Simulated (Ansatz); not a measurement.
Cu (Im-3m, No. 229): the geometry given to an electronic-structure calculation, possibly off equilibrium; the starting structure was generated, so it need not be a known form of this composition.

```cif
data_structure
_symmetry_space_group_name_H-M 'Im-3m'
_symmetry_Int_Tables_number 229
_cell_length_a 2.8843
_cell_length_b 2.8843
_cell_length_c 2.8843
_cell_angle_alpha 90.000
_cell_angle_beta 90.000
_cell_angle_gamma 90.000
_cell_volume 24.00
loop_
_atom_site_label
_atom_site_type_symbol
_atom_site_symmetry_multiplicity
_atom_site_Wyckoff_symbol
_atom_site_fract_x
_atom_site_fract_y
_atom_site_fract_z
_atom_site_occupancy
Cu1 Cu 2 a 0.00000 0.00000 0.00000 1
```

### What will a HAADF-like image along [210] show? Simulation: incoherent imaging, intensity Z^1.7 per atom, probe width 0.72 Å, thin sample. The probe carries 25 % of its weight in a tail 2.5 times as wide.

The columns repeat on a centred rectangular net of 1.29 × 2.88 Å (plane group c2mm). All columns are alike (Cu). The shortest distance between visible columns is 1.29 Å in projection. Along the beam the structure repeats every 6.45 Å.

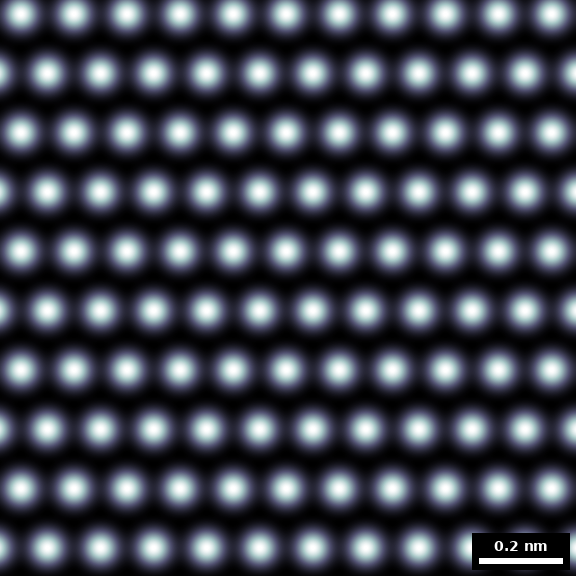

The simulated image.
